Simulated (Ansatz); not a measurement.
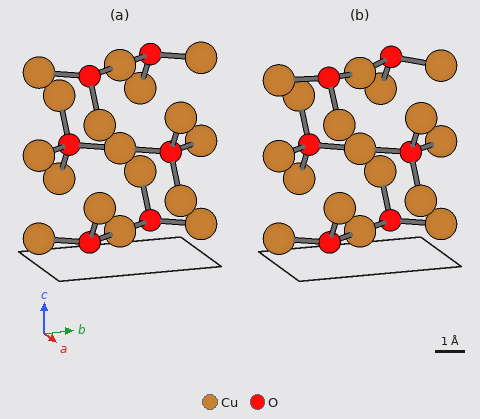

The structure of a slab of composition Cu$_{5}$O$_{3}$ (cut from the Pn-3m phase) before (left) and after (right) a constrained relaxation, at one scale.

The picture is a ball-and-stick view of the cell of the calculation, outlined in the plane, without the vacuum (origin shifted), seen slightly off an axis.

Case: clean slab, lower half held. The slab is the (1 1 0) face of Cu2O. 6 atoms are held fixed.

Level of theory: DFT PBEsol, scalar-relativistic, plane waves, PAW (Ansatz). (plane-wave cutoff 420 eV; k-point mesh 7 × 5 × 1; occupations gaussian; smearing width 0.05 eV; no spin polarisation; dipole correction; atoms relaxed in a fixed cell; force threshold 0.03 eV/Å; at most 70 steps)

Q: What changed between the two?

A: After 3 geometry steps the energy has fallen by 0.234 eV per cell of the calculation. The largest force component goes from 0.65 to 0.026 eV/Å. The largest moves, 0.28 Å, are those of Cu atoms. Largest moves by element: Cu 0.28 Å, O 0.11 Å. The lattice vectors keep their values. Some distances before and after: Cu–O 1.828 → 1.794 Å, Cu–O 1.828 → 1.844 Å, Cu–O 1.828 → 1.822 Å. Bond angles that change, for instance: O–Cu–O 180.0° → 167.0°, Cu–O–Cu 109.5° → 104.0°, Cu–O–Cu 109.5° → 112.7°. The run took 4 min on 4 threads of Intel(R) Xeon(R) Processor @ 2.50GHz (Skylake/Cascade Lake), on a shared host, peak memory 2 GiB.
